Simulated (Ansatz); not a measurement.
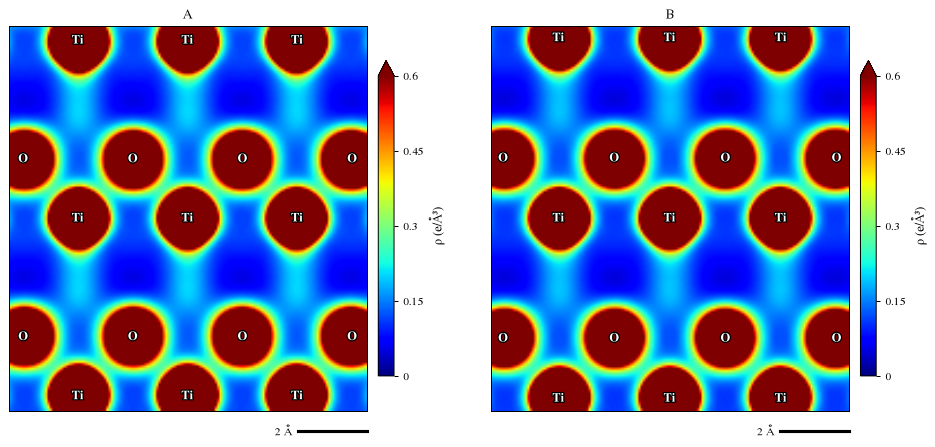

TiO. The valence pseudo-density of two cells that differ in size, on the (110) plane of each (indices in the axes of the calculation cell), at one length scale and on one colour scale: B has 12.9 Å³ an atom and A 12.4.

These are results of Kohn-Sham DFT of a periodic cell, PBEsol, Ansatz PAW (Ansatz), not measurements.

Core electrons are frozen (PAW), and the valence fields are smoothed inside the atomic spheres.

> What changes from the larger cell to the smaller?

From the larger cell to the smaller, Ti–O goes from 2.38 to 2.35 Å, and the density at its midpoint from 0.25 to 0.27 e/Å³; the pressure goes from −40 to −39 GPa.
